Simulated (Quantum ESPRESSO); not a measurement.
## HfC: band-structure run (part 2 of 2)

HfC (Fm-3m, 2 atoms in the cell); Kohn-Sham DFT of a periodic cell, PBE, spin-orbit coupling, PseudoDojo 0.4 FR PBE standard, no spin polarisation (Quantum ESPRESSO 7.5); cutoff 1115.67 eV, 10×10×10 k-mesh, fermi-dirac of 0.05 eV. The structure derives from an entry of the Crystallography Open Database.

Geometry of the input (Å; fractional positions):
```
0.0000  2.3250  2.3250
2.3250  0.0000  2.3250
2.3250  2.3250  0.0000
Hf 0.5000  0.5000  0.5000
C  0.0000  0.0000  0.0000
```

### The program's output, continued
```
   -45.4671 -45.4671 -19.7838 -19.7838 -12.2244 -12.2244 -11.9449 -11.9449
     4.8160   4.8160  11.8544  11.8544  13.3736  13.3736  13.8617  13.8617
    17.3587  17.3587  19.4355  19.4355  19.6421  19.6421  22.3019  22.3019
    23.4373  23.4373  25.5335  25.5335

          k = 0.3536 0.2121-0.2121 (  2121 PWs)   bands (ev):

   -45.4560 -45.4560 -19.8275 -19.8275 -12.3761 -12.3761 -11.9708 -11.9708
     5.8203   5.8203  10.5600  10.5600  12.6975  12.6975  13.0813  13.0813
    18.3516  18.3516  20.4255  20.4255  20.6586  20.6586  23.8539  23.8539
    24.2539  24.2539  26.2452  26.2452

          k =-0.2828-0.4243 0.4243 (  2116 PWs)   bands (ev):

   -45.4500 -45.4500 -19.8514 -19.8514 -12.4558 -12.4558 -11.9852 -11.9852
     6.6097   6.6097   9.6392   9.6392  12.4595  12.4595  12.6385  12.6385
    19.6040  19.6040  20.8107  20.8107  21.2353  21.2353  22.9835  22.9835
    25.9594  25.9594  26.7329  26.7330

          k =-0.2121-0.3536 0.3536 (  2125 PWs)   bands (ev):

   -45.4513 -45.4513 -19.8463 -19.8463 -12.4392 -12.4392 -11.9819 -11.9819
     6.4472   6.4472   9.8225   9.8225  12.5190  12.5190  12.6630  12.6630
    19.8760  19.8760  20.1770  20.1770  20.9894  20.9894  23.3780  23.3780
    25.2754  25.2754  26.8317  26.8317

          k =-0.1414-0.2828 0.2828 (  2120 PWs)   bands (ev):

   -45.4594 -45.4594 -19.8141 -19.8141 -12.3319 -12.3319 -11.9614 -11.9614
     5.5252   5.5252  10.9531  10.9531  12.8404  12.8404  13.1448  13.1448
    18.8864  18.8864  19.0957  19.0957  20.5883  20.5883  23.1566  23.1566
    24.6174  24.6174  25.7683  25.7683

          k =-0.0707-0.2121 0.2121 (  2120 PWs)   bands (ev):

   -45.4713 -45.4713 -19.7674 -19.7674 -12.1697 -12.1697 -11.9302 -11.9302
     4.5288   4.5288  12.4224  12.4224  13.5179  13.5179  13.8934  13.8934
    17.8982  17.8982  18.5134  18.5134  19.4499  19.4499  21.3139  21.3139
    23.8440  23.8440  24.6418  24.6418

          k = 0.0000-0.1414 0.1414 (  2115 PWs)   bands (ev):

   -45.4824 -45.4824 -19.7240 -19.7240 -12.0141 -12.0141 -11.8973 -11.8973
     3.7512   3.7512  13.9515  13.9515  14.4866  14.4866  14.7704  14.7704
    17.2318  17.2318  18.1058  18.1058  18.3613  18.3613  19.9626  19.9626
    21.7753  21.7753  23.6036  23.6036

          k = 0.2828-0.0000 0.0000 (  2117 PWs)   bands (ev):

   -45.4734 -45.4734 -19.7583 -19.7583 -12.0948 -12.0948 -11.9686 -11.9686
     4.2278   4.2278  12.4207  12.4207  14.9418  14.9418  15.1793  15.1793
    15.4220  15.4220  19.3947  19.3947  19.8146  19.8146  20.0463  20.0463
    21.7603  21.7603  25.7812  25.7812

          k = 0.3536 0.0707-0.0707 (  2119 PWs)   bands (ev):

   -45.4637 -45.4637 -19.7958 -19.7958 -12.2172 -12.2172 -12.0068 -12.0068
     4.7811   4.7811  11.7145  11.7145  13.9756  13.9756  14.6015  14.6015
    15.9608  15.9608  19.9334  19.9334  20.5990  20.5990  21.2273  21.2273
    22.7611  22.7611  26.8692  26.8692

          k = 0.4243 0.1414-0.1414 (  2112 PWs)   bands (ev):

   -45.4534 -45.4534 -19.8355 -19.8355 -12.3455 -12.3455 -12.0432 -12.0432
     5.4647   5.4647  11.1187  11.1187  13.0437  13.0437  13.8439  13.8439
    16.8105  16.8105  20.8604  20.8604  21.2891  21.2891  22.6635  22.6635
    23.8612  23.8612  27.0322  27.0322

          k =-0.2121-0.4950 0.4950 (  2123 PWs)   bands (ev):

   -45.4466 -45.4466 -19.8620 -19.8620 -12.4274 -12.4274 -12.0701 -12.0701
     6.0774   6.0774  10.5443  10.5443  12.6236  12.6236  13.2088  13.2088
    17.9580  17.9580  21.0822  21.0822  21.4508  21.4508  24.0681  24.0681
    24.4717  24.4717  26.7423  26.7423

          k =-0.1414-0.4243 0.4243 (  2127 PWs)   bands (ev):

   -45.4457 -45.4457 -19.8653 -19.8653 -12.4386 -12.4386 -12.0733 -12.0733
     6.3294   6.3294  10.2367  10.2367  12.6083  12.6083  12.8605  12.8605
    19.4062  19.4062  20.3398  20.3398  20.7026  20.7026  24.0133  24.0133
    25.6249  25.6249  26.1951  26.1951

          k =-0.0707-0.3536 0.3536 (  2121 PWs)   bands (ev):

   -45.4513 -45.4513 -19.8442 -19.8442 -12.3804 -12.3804 -12.0458 -12.0458
     5.9799   5.9799  10.5657  10.5657  12.7258  12.7258  12.9310  12.9310
    19.2979  19.2979  19.8772  19.8772  20.8791  20.8791  22.5790  22.5790
    25.0293  25.0293  26.8209  26.8209

          k = 0.0000-0.2828 0.2828 (  2133 PWs)   bands (ev):

   -45.4611 -45.4611 -19.8069 -19.8069 -12.2779 -12.2779 -11.9918 -11.9918
     5.2513   5.2513  11.4131  11.4131  13.0022  13.0022  13.3372  13.3372
    18.3903  18.3903  19.4520  19.4520  20.6203  20.6203  21.4064  21.4064
    24.9429  24.9429  25.7170  25.7170

          k = 0.4243 0.0000-0.0000 (  2117 PWs)   bands (ev):

   -45.4566 -45.4566 -19.8224 -19.8224 -12.2772 -12.2772 -12.0584 -12.0584
     4.9200   4.9200  11.5983  11.5983  14.4864  14.4864  14.8498  14.8498
    15.1715  15.1715  19.9907  19.9907  21.3022  21.3022  21.6029  21.6029
    22.8316  22.8316  27.7461  27.7461

          k = 0.4950 0.0707-0.0707 (  2119 PWs)   bands (ev):

   -45.4484 -45.4484 -19.8531 -19.8531 -12.3610 -12.3610 -12.1016 -12.1016
     5.1813   5.1813  11.6612  11.6612  13.6173  13.6173  14.6959  14.6959
    15.6586  15.6586  20.7944  20.7944  21.7205  21.7205  22.0831  22.0831
    23.7191  23.7191  27.0208  27.0208

          k =-0.1414-0.5657 0.5657 (  2130 PWs)   bands (ev):

   -45.4423 -45.4423 -19.8759 -19.8759 -12.4149 -12.4149 -12.1446 -12.1446
     5.5279   5.5279  11.6667  11.6667  12.9019  12.9019  14.0470  14.0470
    16.5299  16.5299  21.4586  21.4586  21.8058  21.8058  22.7928  22.7928
    24.6496  24.6496  25.8611  25.8611

          k =-0.0707-0.4950 0.4950 (  2139 PWs)   bands (ev):

   -45.4407 -45.4407 -19.8823 -19.8823 -12.4265 -12.4265 -12.1633 -12.1633
     5.8965   5.8965  11.2339  11.2339  12.6518  12.6518  13.4240  13.4240
    17.7632  17.7632  20.8741  20.8741  21.3203  21.3203  23.7890  23.7890
    24.6419  24.6419  26.8002  26.8002

          k =-0.0000-0.4243 0.4243 (  2135 PWs)   bands (ev):

   -45.4441 -45.4441 -19.8701 -19.8701 -12.4115 -12.4115 -12.1282 -12.1282
     6.1228   6.1228  10.6907  10.6907  12.6625  12.6625  13.0000  13.0000
    19.3792  19.3792  20.0170  20.0170  20.8042  20.8042  22.7181  22.7181
    26.2931  26.2931  26.7486  26.7486

          k = 0.5657-0.0000 0.0000 (  2112 PWs)   bands (ev):

   -45.4429 -45.4429 -19.8734 -19.8734 -12.4123 -12.4123 -12.1303 -12.1303
     5.0484   5.0484  12.1502  12.1502  13.8705  13.8705  15.0290  15.0290
    15.3884  15.3884  20.5217  20.5217  21.9404  21.9404  22.3201  22.3201
    23.9092  23.9092  25.6174  25.6174

          k =-0.0707-0.6364 0.6364 (  2125 PWs)   bands (ev):

   -45.4389 -45.4389 -19.8879 -19.8879 -12.4418 -12.4418 -12.1617 -12.1617
     5.1312   5.1312  12.4749  12.4749  13.3864  13.3864  14.8955  14.8955
    15.6325  15.6325  21.2760  21.2760  21.8780  21.8780  22.2774  22.2774
    24.4785  24.4785  24.7672  24.7672

          k = 0.0000-0.5657 0.5657 (  2139 PWs)   bands (ev):

   -45.4381 -45.4381 -19.8911 -19.8911 -12.4337 -12.4337 -12.1896 -12.1896
     5.4373   5.4373  12.2727  12.2727  12.8027  12.8027  14.1834  14.1834
    16.4097  16.4097  21.4723  21.4723  21.8467  21.8467  22.9101  22.9101
    23.9569  23.9569  25.8886  25.8886

          k =-0.7071 0.0000 0.0000 (  2100 PWs)   bands (ev):

   -45.4376 -45.4376 -19.8926 -19.8926 -12.4613 -12.4613 -12.1576 -12.1576
     4.9876   4.9876  12.7151  12.7151  13.6558  13.6558  15.1712  15.1712
    15.5256  15.5256  20.7405  20.7405  21.9905  21.9905  22.3986  22.3986
    23.8894  23.8894  24.8043  24.8043

          k = 0.2828 0.1414 0.0000 (  2108 PWs)   bands (ev):

   -45.4700 -45.4700 -19.7719 -19.7719 -12.1617 -12.1617 -11.9597 -11.9597
     4.5263   4.5263  12.2055  12.2055  13.9828  13.9828  14.0980  14.0980
    16.8532  16.8532  19.5398  19.5398  19.7280  19.7280  20.6903  20.6903
    23.0374  23.0374  25.6746  25.6746

          k = 0.3536 0.2121-0.0707 (  2123 PWs)   bands (ev):

   -45.4589 -45.4589 -19.8148 -19.8148 -12.2988 -12.2988 -12.0036 -12.0036
     5.3117   5.3117  11.2557  11.2557  13.1173  13.1173  13.4955  13.4955
    17.5489  17.5489  20.0836  20.0836  20.8120  20.8120  21.9806  21.9806
    24.2446  24.2446  26.4183  26.4183

          k =-0.2828-0.4243 0.5657 (  2126 PWs)   bands (ev):

   -45.4500 -45.4500 -19.8495 -19.8495 -12.4074 -12.4074 -12.0371 -12.0371
     6.0727   6.0727  10.4224  10.4224  12.6544  12.6544  13.0222  13.0222
    18.4915  18.4915  20.6740  20.6740  21.1159  21.1159  23.5665  23.5665
    24.4841  24.4841  26.9203  26.9203

          k =-0.2121-0.3536 0.4950 (  2124 PWs)   bands (ev):

   -45.4465 -45.4465 -19.8628 -19.8628 -12.4482 -12.4482 -12.0496 -12.0496
     6.4234   6.4234  10.0482  10.0482  12.5580  12.5580  12.8100  12.8100
    19.5166  19.5166  20.0047  20.0047  21.3190  21.3190  24.0127  24.0127
    25.5832  25.5832  26.1528  26.1528

          k = 0.4243 0.1414-0.0000 (  2114 PWs)   bands (ev):

   -45.4547 -45.4547 -19.8298 -19.8298 -12.3084 -12.3084 -12.0588 -12.0588
     5.1958   5.1958  11.4153  11.4153  13.5885  13.5885  14.0411  14.0411
    16.3811  16.3811  20.6784  20.6784  21.2514  21.2514  21.6885  21.6885
    23.6479  23.6479  27.4469  27.4469

          k =-0.2121-0.4950 0.6364 (  2128 PWs)   bands (ev):

   -45.4466 -45.4466 -19.8606 -19.8606 -12.3872 -12.3872 -12.1096 -12.1096
     5.6424   5.6424  11.2446  11.2446  12.9484  12.9484  13.5589  13.5589
    17.1908  17.1908  21.1444  21.1444  21.5907  21.5907  22.4398  22.4398
    24.6317  24.6317  27.1228  27.1228

          k =-0.1414-0.4243 0.5657 (  2137 PWs)   bands (ev):

   -45.4423 -45.4423 -19.8767 -19.8767 -12.4251 -12.4251 -12.1402 -12.1402
     5.9880   5.9880  10.9888  10.9888  12.6525  12.6525  13.2264  13.2264
    18.2304  18.2304  20.2648  20.2648  21.6817  21.6817  23.9523  23.9523
    24.5152  24.5152  26.8493  26.8493

          k =-0.0707-0.3536 0.4950 (  2142 PWs)   bands (ev):

   -45.4436 -45.4436 -19.8720 -19.8720 -12.4161 -12.4161 -12.1305 -12.1305
     6.0820   6.0820  10.7824  10.7824  12.6644  12.6644  13.0378  13.0378
    19.2046  19.2046  19.6428  19.6428  21.3491  21.3491  23.1514  23.1514
    25.4117  25.4117  27.0691  27.0691

          k = 0.0000-0.2828 0.4243 (  2121 PWs)   bands (ev):

   -45.4500 -45.4500 -19.8484 -19.8484 -12.3691 -12.3691 -12.0776 -12.0776
     5.8192   5.8192  10.8681  10.8681  12.8795  12.8795  13.0668  13.0668
    18.3127  18.3127  20.7732  20.7732  21.0300  21.0300  22.0178  22.0178
    25.0192  25.0192  27.1057  27.1057

          k =-0.1414-0.5657 0.7071 (  2129 PWs)   bands (ev):

   -45.4424 -45.4424 -19.8755 -19.8755 -12.4084 -12.4084 -12.1476 -12.1476
     5.2916   5.2916  11.9976  11.9976  13.3319  13.3319  14.1761  14.1761
    16.2583  16.2583  21.3286  21.3286  21.7018  21.7018  22.1906  22.1906
    24.5927  24.5927  25.6678  25.6678

          k =-0.0707-0.4950 0.6364 (  2133 PWs)   bands (ev):

   -45.4389 -45.4389 -19.8881 -19.8881 -12.4203 -12.4203 -12.1931 -12.1931
     5.5308   5.5308  12.1165  12.1165  12.8465  12.8465  13.6446  13.6446
    17.0655  17.0655  20.9593  20.9593  22.0098  22.0098  22.6045  22.6045
    24.2704  24.2704  26.4135  26.4135

          k = 0.0000-0.4243 0.5657 (  2132 PWs)   bands (ev):

   -45.4394 -45.4394 -19.8866 -19.8866 -12.4140 -12.4140 -12.1970 -12.1970
     5.8419   5.8419  11.5318  11.5318  12.6405  12.6405  13.3150  13.3150
    18.1323  18.1323  20.1226  20.1226  21.8152  21.8152  23.2464  23.2464
    24.2512  24.2512  27.8376  27.8376

          k =-0.7071 0.1414 0.0000 (  2134 PWs)   bands (ev):

   -45.4376 -45.4376 -19.8927 -19.8927 -12.4426 -12.4426 -12.1834 -12.1834
     5.2161   5.2161  12.6024  12.6024  13.2907  13.2907  14.1654  14.1654
    16.2826  16.2826  21.5007  21.5007  21.6735  21.6735  22.2807  22.2807
    24.1910  24.1910  25.3295  25.3295

          k =-0.1414-0.4243 0.7071 (  2148 PWs)   bands (ev):

   -45.4410 -45.4410 -19.8807 -19.8807 -12.4038 -12.4038 -12.1816 -12.1816
     5.7765   5.7765  11.5492  11.5492  12.7753  12.7753  13.1995  13.1995
    18.1214  18.1214  20.2014  20.2014  21.9226  21.9226  22.5112  22.5112
    24.7756  24.7756  27.3836  27.3836

          k =-0.0707-0.3536 0.6364 (  2142 PWs)   bands (ev):

   -45.4389 -45.4389 -19.8883 -19.8883 -12.4033 -12.4033 -12.2162 -12.2162
     5.8255   5.8255  11.7231  11.7231  12.6286  12.6286  13.1345  13.1345
    19.0374  19.0374  19.1370  19.1370  22.0314  22.0314  23.0883  23.0883
    23.9341  23.9341  28.5291  28.5293

          k =-0.7071 0.2828 0.0000 (  2154 PWs)   bands (ev):

   -45.4376 -45.4376 -19.8927 -19.8927 -12.4007 -12.4007 -12.2367 -12.2367
     5.6482   5.6482  12.4116  12.4116  12.6867  12.6867  13.0109  13.0109
    18.0885  18.0885  20.0822  20.0822  22.1484  22.1484  22.4439  22.4439
    23.8650  23.8650  27.8545  27.8545

     the Fermi energy is    15.4682 ev

!    total energy              =    -125.25511212 Ry
     estimated scf accuracy    <          1.1E-10 Ry
     smearing contrib. (-TS)   =      -0.00021548 Ry
     internal energy E=F+TS    =    -125.25489664 Ry

     The total energy is F=E-TS. E is the sum of the following terms:
     one-electron contribution =     -10.10002807 Ry
     hartree contribution      =      13.18802382 Ry
     xc contribution           =     -32.95531011 Ry
     ewald contribution        =     -95.38758228 Ry

     convergence has been achieved in  11 iterations

     Forces acting on atoms (cartesian axes, Ry/au):

     atom    1 type  1   force =     0.00000000   -0.00000000   -0.00000000
     atom    2 type  2   force =    -0.00000000    0.00000000   -0.00000000

     Total force =     0.000000     Total SCF correction =     0.000000

     Computing stress (Cartesian axis) and pressure

          total   stress  (Ry/bohr**3)                   (kbar)     P=        1.27
   0.00000867   0.00000000  -0.00000000            1.27        0.00       -0.00
   0.00000000   0.00000867  -0.00000000            0.00        1.27       -0.00
  -0.00000000   0.00000000   0.00000867           -0.00        0.00        1.27

=------------------------------------------------------------------------------=
   JOB DONE.
=------------------------------------------------------------------------------=
```

### File pp_density.out
```
This program is part of the open-source Quantum ESPRESSO suite
     for quantum simulation of materials; please cite
         "P. Giannozzi et al., J. Phys.:Condens. Matter 21 395502 (2009);
         "P. Giannozzi et al., J. Phys.:Condens. Matter 29 465901 (2017);
         "P. Giannozzi et al., J. Chem. Phys. 152 154105 (2020);
          URL
     in publications or presentations arising from this work. More details at

     ./tmp/pwscf.save/

     IMPORTANT: XC functional enforced from input :
     Exchange-correlation= PBE
                           (   1   4   3   4   0   0   0)
     Any further DFT definition will be discarded
     Please, verify this is what you really want

     G-vector sticks info
     --------------------
     sticks:   dense  smooth     PW     G-vecs:    dense   smooth      PW
     Sum         859     859    253                16889    16889    2741

     Using Slab Decomposition

     Calling punch_plot, plot_num =   0
     Writing data to file  density.dat
     Reading data from file  density.dat

     Writing data to be plotted to file density.cube
     Plot Type: 3D                     Output format: Gaussian cube

=------------------------------------------------------------------------------=
   JOB DONE.
=------------------------------------------------------------------------------=
```

### File pp_potential.out
```
This program is part of the open-source Quantum ESPRESSO suite
     for quantum simulation of materials; please cite
         "P. Giannozzi et al., J. Phys.:Condens. Matter 21 395502 (2009);
         "P. Giannozzi et al., J. Phys.:Condens. Matter 29 465901 (2017);
         "P. Giannozzi et al., J. Chem. Phys. 152 154105 (2020);
          URL
     in publications or presentations arising from this work. More details at

     ./tmp/pwscf.save/

     IMPORTANT: XC functional enforced from input :
     Exchange-correlation= PBE
                           (   1   4   3   4   0   0   0)
     Any further DFT definition will be discarded
     Please, verify this is what you really want

     G-vector sticks info
     --------------------
     sticks:   dense  smooth     PW     G-vecs:    dense   smooth      PW
     Sum         859     859    253                16889    16889    2741

     Using Slab Decomposition

     Calling punch_plot, plot_num =  11
     Writing data to file  potential.dat
     Reading data from file  potential.dat

     Writing data to be plotted to file potential.cube
     Plot Type: 3D                     Output format: Gaussian cube

=------------------------------------------------------------------------------=
   JOB DONE.
=------------------------------------------------------------------------------=
```

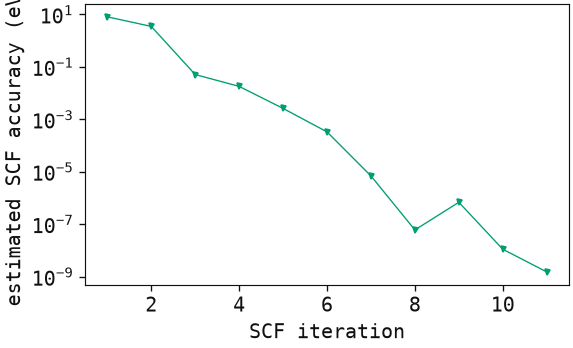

Fig. 1: Convergence of the self-consistent field: estimated SCF accuracy against the iteration. The field takes 11 iterations in all.
